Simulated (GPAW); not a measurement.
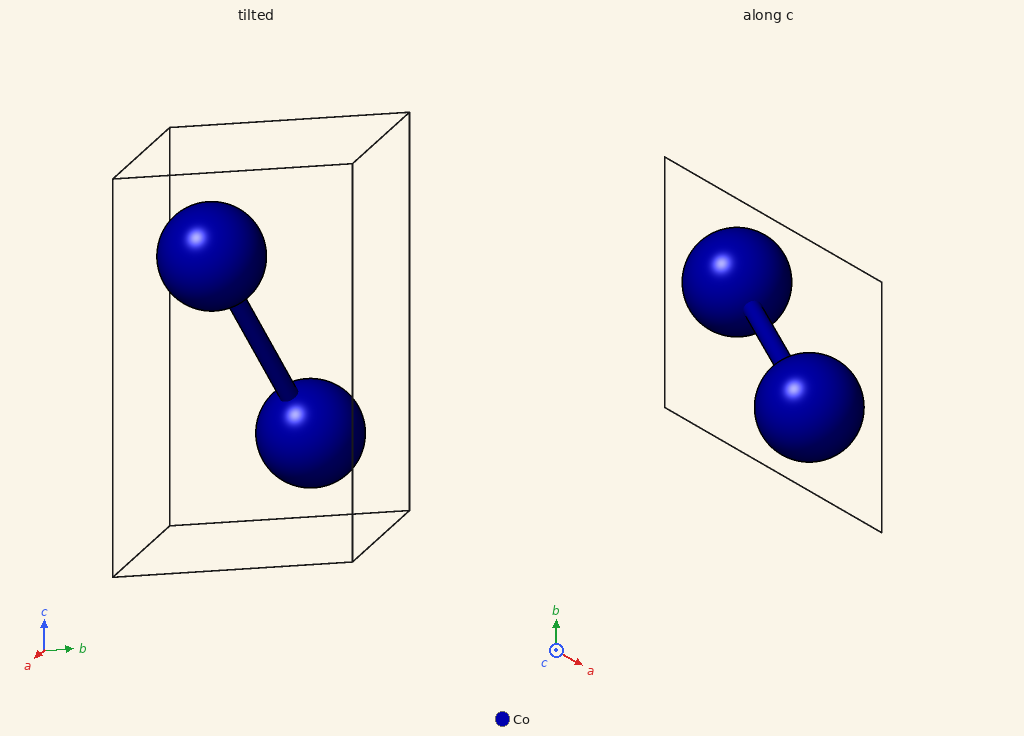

Co, hexagonal close-packed (Mg type), space group P6₃/mmc (No. 194), a = 2.472 Å, b = 2.472 Å, c = 4.021 Å, α = 90.00°, β = 90.00°, γ = 120.00°. The figure gives a ball-and-stick picture of the atoms, viewed slightly off an axis and along the c axis. Thin lines show the conventional unit cell, with boundary atoms drawn in all their periodic places. This one geometry was run with six functionals. The cell is a structure listed in the Materials Project.

Alike in all runs: GPAW 26.7.0; potentials GPAW PAW data sets (gpaw-data 1.2.1); cutoff 600 eV; k mesh 9 × 9 × 5 on the run's cell of 2 atoms; occupations fermi-dirac, width 0.05 eV; collinear spin, ferromagnetic start; no spin-orbit coupling. All runs are metallic. Five further levels, run on potentials with other valence shells, are left out.

| level | pressure (GPa) | moment (μB/atom) |
| --- | --- | --- |
| r4SCAN | -1.0 | 1.75 |
| TASK | ? | ? |
| r2SCAN | 0.8 | 1.76 |
| PBE | 3.7 | 1.54 |
| SCAN | -3.0 | 1.76 |
| MS2 | -4.1 | 1.71 |

Q: What does TASK give?

A: Pressure 7.0 GPa; moment 1.87 μB/atom. That is the highest pressure of all.

Q: Order the levels by the equilibrium volume that these pressures point to, smallest first.

A: MS2 (-4.1 GPa), SCAN (-3.0 GPa), r4SCAN (-1.0 GPa), r2SCAN (0.8 GPa), PBE (3.7 GPa), TASK (7.0 GPa). A higher pressure at one volume points to a larger equilibrium volume, as long as the bulk moduli are alike; rows a few tenths of a GPa apart can't be told apart.

Caveat: rows whose functional differs from that of their potentials carry a shift in pressure and volume, which can reorder them.
